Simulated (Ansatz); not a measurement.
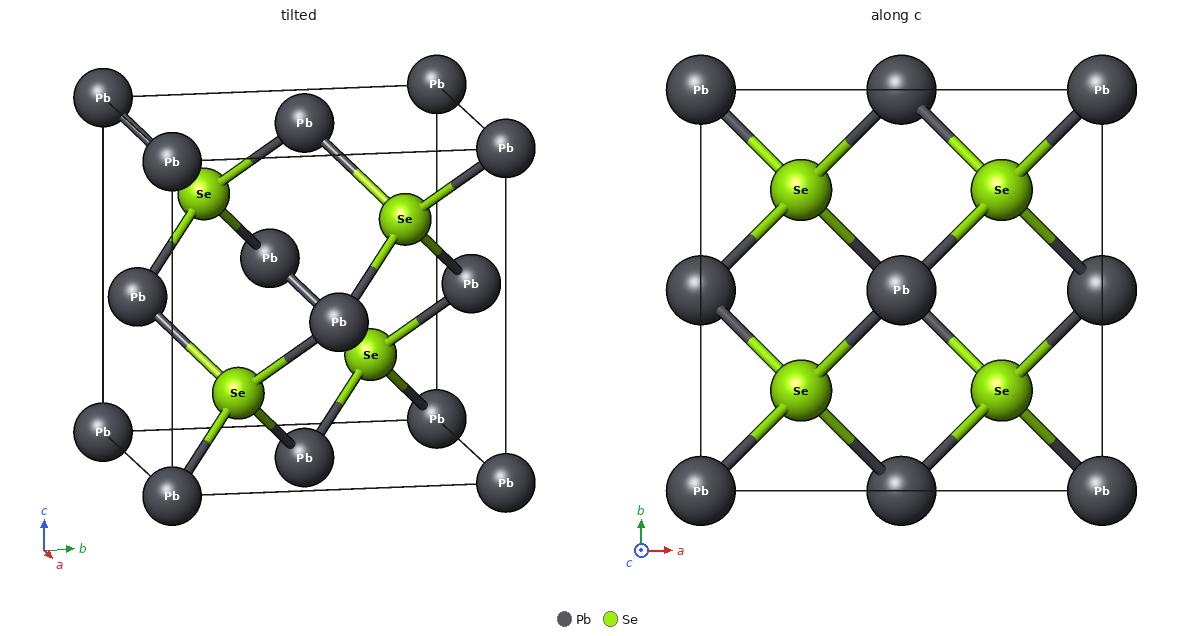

The image is a ball-and-stick drawing of a crystal, viewed slightly off an axis and along the c axis. The lines enclose the conventional unit cell; boundary atoms appear with their images.

PbSe, zinc blende (sphalerite type), space group F-43m (No. 216), a = 6.846 Å, b = 6.846 Å, c = 6.846 Å, α = 90.00°, β = 90.00°, γ = 90.00°. It goes back to a structure type filled with these elements by a generator (whether the compound takes this form wasn't checked). Earlier steps of the study, as a rule a relaxation of our own, may have changed the cell and positions, so they can lie some per cent off the listed ones. Ansatz was used for an electronic-structure calculation on it.

This one geometry was computed with Ansatz (DFT, plane waves, PAW) at six levels of theory: PBE0, r2SCANh, HSE06, PBE, Hartree-Fock and PBE with spin-orbit coupling. It was relaxed beforehand with r2SCAN.

Q: Which level gives the highest pressure at this volume, and what does that say about its equilibrium volume?

A: Highest: Hartree-Fock (3.5 GPa), which points to the largest equilibrium volume. Lowest, with the smallest volume: PBE0 (0.1 GPa), r2SCANh (-0.2 GPa) and HSE06 (0.1 GPa). Levels within 0.5 GPa of each other can't be told apart.

Q: How does the band gap change with the level of theory?

A: PBE with spin-orbit coupling: a gap of 0.45 eV, indirect; PBE: a gap of 0.62 eV, indirect; HSE06: a gap of 1.06 eV, indirect; r2SCANh: a gap of 1.18 eV, indirect; PBE0: a gap of 1.68 eV, indirect; Hartree-Fock: a gap of 5.32 eV, indirect.

Q: Collect the results in a table.

A:
| level | cutoff (eV) | k-mesh of the run's cell | gap (eV) | pressure (GPa) |
| --- | --- | --- | --- | --- |
| PBE0 | 420 | 4×4×4 | 1.68 | 0.1 |
| r2SCANh | 500 | 4×4×4 | 1.18 | -0.2 |
| HSE06 | 420 | 4×4×4 | 1.06 | 0.1 |
| PBE | 420 | 6×6×6 | 0.62 | 0.8 |
| Hartree-Fock | 420 | 4×4×4 | 5.32 | 3.5 |
| PBE with spin-orbit coupling | 420 | 6×6×6 | 0.45 | 0.7 |

Gaps are taken on the k-mesh or band path of each run.
